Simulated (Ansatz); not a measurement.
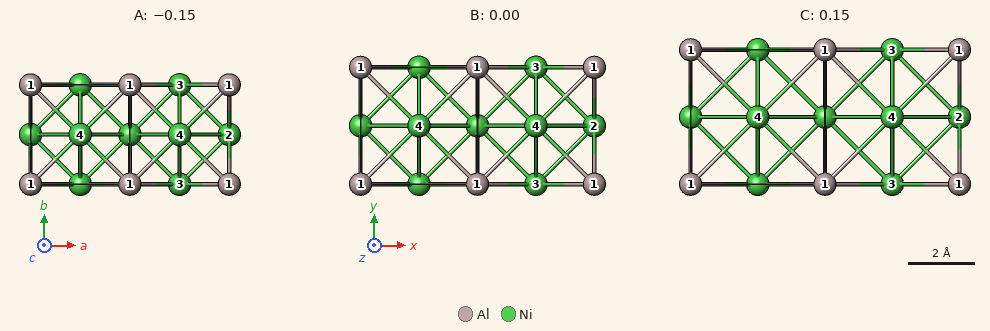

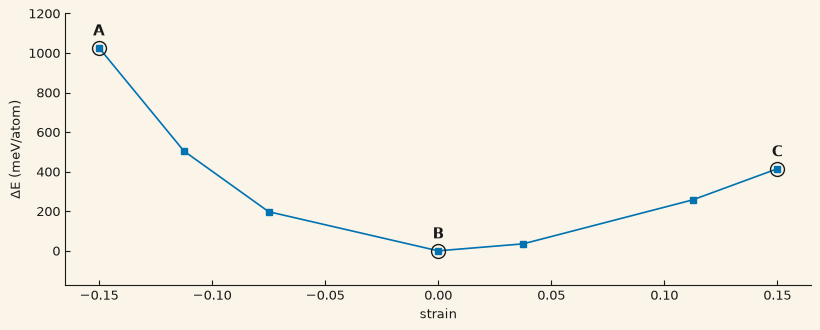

Energy scan for crystalline AlNi3 (Pm-3m), in which the cell is strained equally along x and y, with the atoms kept at their fractional coordinates. x, y and z are the Cartesian axes of the input. The lettered frames are marked on the plot. A ball-and-stick model of the cell of the calculation, repeated 2 × 1 × 1 with one cell outlined, seen along the c axis.

Computed with DFT PBE, scalar-relativistic, plane waves, PAW in Ansatz 0.2.0. (plane-wave cutoff 420 eV; k-point mesh 14 × 14 × 14; occupations gaussian; smearing width 0.15 eV; collinear spin). Energies (free energies at the smearing named) are counted from the relaxed crystal.

Question: Describe the profile.

Answer: The lowest computed point lies at the strain 0.00 (0 meV/atom). The end points stand at 1026 meV/atom (−0.15) and 415 meV/atom (0.15). The distortion takes the space group from Pm-3m to P4/mmm. At the strain −0.15 the cell of the drawing goes a 3.567 → 3.032 Å, b 3.567 → 3.032 Å.
